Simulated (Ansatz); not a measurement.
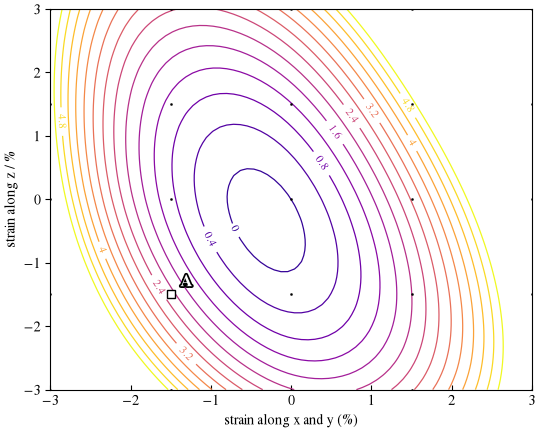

LiCl (Fm-3m, No. 225; 2 atoms in the cell). The cell is strained homogeneously, by one strain along x and y and another along z, with fractional coordinates fixed (x, y and z along the cube axes). First axis: strain along x and y. Second axis: strain along z. The scan uses a 5 × 5 grid. Points are written as (first, second). Energies: meV/atom, counted from the lowest grid point. The reference cell is the one listed in the database, not relaxed at this level. Level of theory: DFT r2SCAN, scalar-relativistic, plane waves, PAW in Ansatz 0.2.0. Settings: cutoff 500 eV, k-mesh 8×8×8, gaussian smearing 0.05 eV, no spin polarisation.

Drawn: contour lines labelled in meV/atom (none above 5.2), dots at the grid points, the point A. Between grid points the surface is interpolated.

**Which way does the force act at A, and how strong is it?**

A, at (−1.5 %, −1.5 %), is not a stationary point. The computed force is 2.7 meV/atom for each 1 % towards larger values of strain along x and y and 1.4 meV/atom for each 1 % towards larger values of strain along z.
